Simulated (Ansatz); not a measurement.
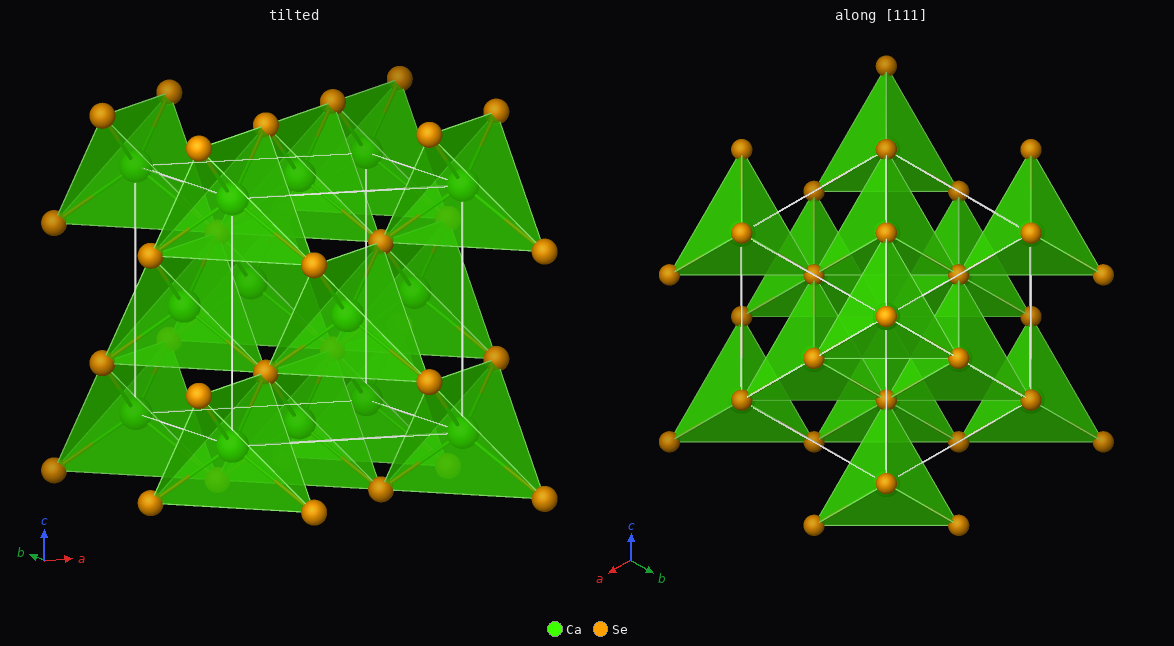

Crystal structure, polyhedral style, seen slightly off an axis and along [111]. The lines enclose the conventional unit cell; boundary atoms appear with their images. A few atoms beyond the faces are included.

Caption:

The stoichiometry is CaSe. It belongs to space group F-43m (No. 216) and has a face-centred cubic lattice. This arrangement goes by the name zinc blende (sphalerite type). Counting shared atoms by their share gives 4 Ca, 4 Se, or 8 atoms. The polyhedra are CaSe4 tetrahedra; they share corners. Around each Ca lie four Se in a tetrahedral arrangement. Se is linked to four Ca in a tetrahedral arrangement. The bonds build a three-dimensional framework.

The initial geometry was a structure listed in the Materials Project. The cell was then strained or its atoms displaced on purpose. A calculation with Ansatz used it as input.
